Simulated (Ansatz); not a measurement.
Input file:

```
crystal:
  lattice:
    - [0.0, 0.0, -3.8066786573]
    - [-3.8092992235, 0.0, 0.0]
    - [0.0, 10.3729243218, 0.0]
  atoms:
    - { symbol: Sn, position: [0.625, 0.0, 0.8244318329] }
    - { symbol: Sn, position: [0.625, 0.0, 0.3485330403] }
    - { symbol: Sn, position: [0.125, 0.5, 0.1273657524] }
    - { symbol: Sn, position: [0.125, 0.5, 0.603264545] }
    - { symbol: O, position: [0.125, 0.0, 0.2378896116] }
    - { symbol: O, position: [0.125, 0.0, 0.7137884043] }
    - { symbol: O, position: [0.625, 0.5, 0.7139079737] }
    - { symbol: O, position: [0.625, 0.5, 0.238009181] }
basis:
  ecutwfc: 500
kpoints:
  mp_grid: { grid: [9, 9, 4] }
hamiltonian:
  xc: r2scan
scf:
  occupations: { method: gaussian, width: 0.03 }
output:
  forces: true
  stress: true
  eigenvalues: true
  write_density: true
  write_potential: true
  elf: true
  volumetric_format: npy
```

Launched as:

```sh
ansatz run input.yaml --threads 2 --pin off --max-ram 5120MiB --backend cpu --events-out ev --progress --plain --runs-dir out
```

Below, planes, directions and counts refer to the conventional cell (a = 3.81 Å, b = 3.81 Å, c = 10.37 Å, α = 90.00°, β = 90.00°, γ = 90.00°).

Space group P4/nmm; a structure from a database of computed crystals, not necessarily the ambient phase.

These are results of Ansatz 0.2.0, DFT r2SCAN, scalar-relativistic, plane waves, PAW, not measurements.

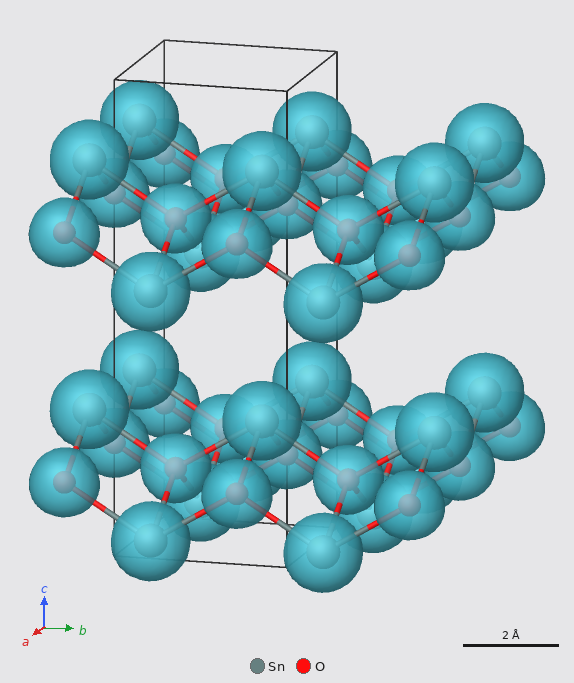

SnO. Isosurface of the valence electron density at 1 e/Å³ (cyan), seen slightly off an axis. Sticks mark near contacts.

> How is the density connected at this value?

At this value the density breaks into separate islands; it holds about 70 % of the electrons treated as valence (semicore included). It bridges none of the near contacts. It is pinched off along the sampled Sn–O (2.22 Å) contacts. On the grid the lowest density along these lines, outside the cores, is 0.46 e/Å³ (Sn–O, 2.22 Å).
